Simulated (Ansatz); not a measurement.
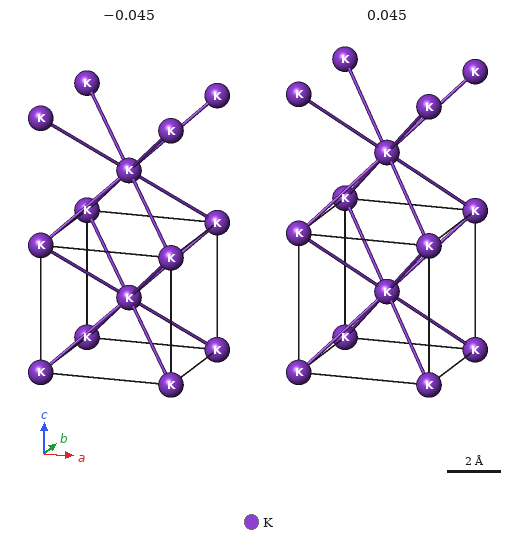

Solid K (set up in Im-3m), under strain along c alone (the other axes held, atoms fixed by symmetry), with energies (extrapolated to zero smearing) counted from the relaxed crystal, which is the row at zero. The picture shows the first and the last member. Style: ball-and-stick. Shown: the cell of the calculation, repeated 1 × 1 × 2 with one cell outlined, slightly off an axis.

Computed with Ansatz 0.2.0: DFT PBEsol, scalar-relativistic, plane waves, PAW. (plane-wave cutoff 420 eV; k-point mesh 10 × 10 × 10; occupations gaussian; smearing width 0.1 eV; no spin polarisation)

```tsv
strain	energy (meV/atom)	a (Å)	c (Å)
−0.045	0.84	5.236	5.000
−0.03	0.15	5.236	5.079
−0.015	?	?	?
0.0	0.00	5.236	5.236
0.015	0.50	5.236	5.315
0.03	1.34	5.236	5.393
0.045	2.46	5.236	5.472
```

### One row is withheld. What does the calculation give there?

A parabola through three neighbouring rows (−0.045, −0.03, 0.0) gives, with Lagrange weights, (−0.3333)(0.84) + (1.0000)(0.15) + (0.3333)(0.00) = −0.13 meV/atom. The calculation gives −0.12 meV/atom (a = 5.236 Å, c = 5.157 Å). The estimate is 0.01 meV/atom too low. From the first member to the last: K–K 4.468 → 4.604 Å.

The whole series:

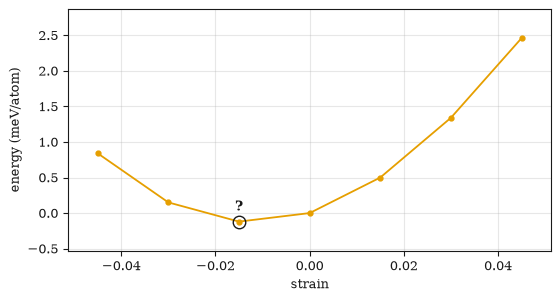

Each member starts from this one structure; whether another phase lies lower wasn't checked.
